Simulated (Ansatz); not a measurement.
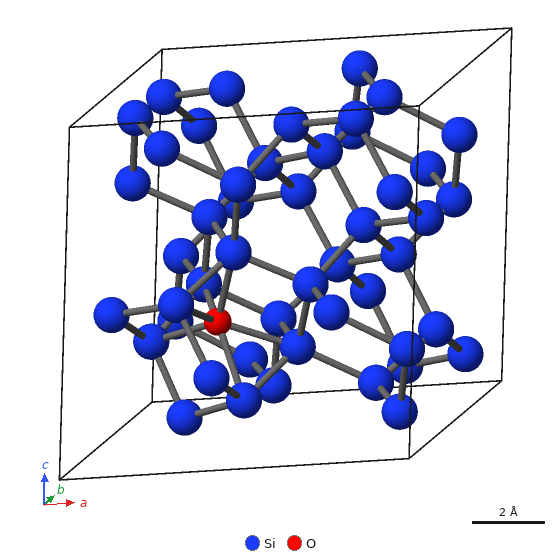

View slightly off an axis, drawn as a ball-and-stick model. Atoms at the boundary of the supercell (the box) are drawn once for each face, edge or corner they touch. The host is Si, in a cell of 48 sites, and the cell carries a charge of -1.

> Spot the defect.

An interstitial oxygen atom. It is bonded to six Si at about 2.4 Å.

Results below were computed with Ansatz 0.2.0, DFT PBE, scalar-relativistic, plane waves, PAW; the settings were a kinetic-energy cutoff of 420 eV, a 1×1×1 mesh of k-points, Gaussian smearing of 0.02 eV, collinear spins.

> Does the calculation give a net moment?

Yes, 1.0 μB in the cell.

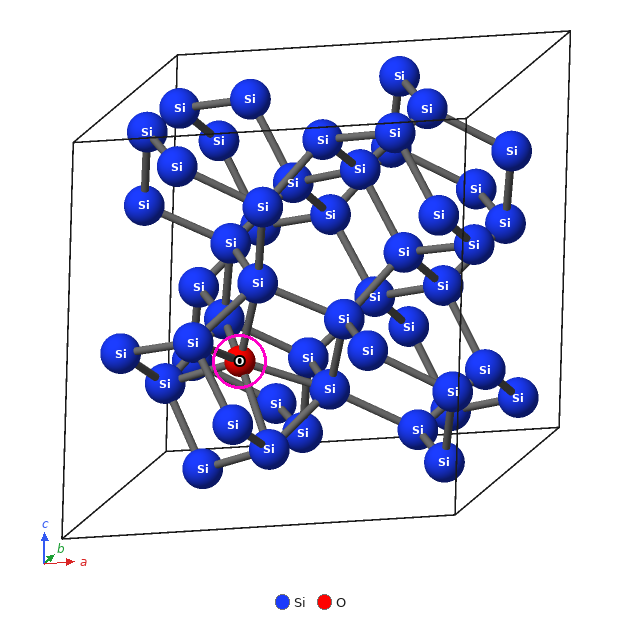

The same cell with a ring at the defect's site.

The atoms were relaxed in the host's cell with DFT PBE, scalar-relativistic, plane waves, PAW in Ansatz.
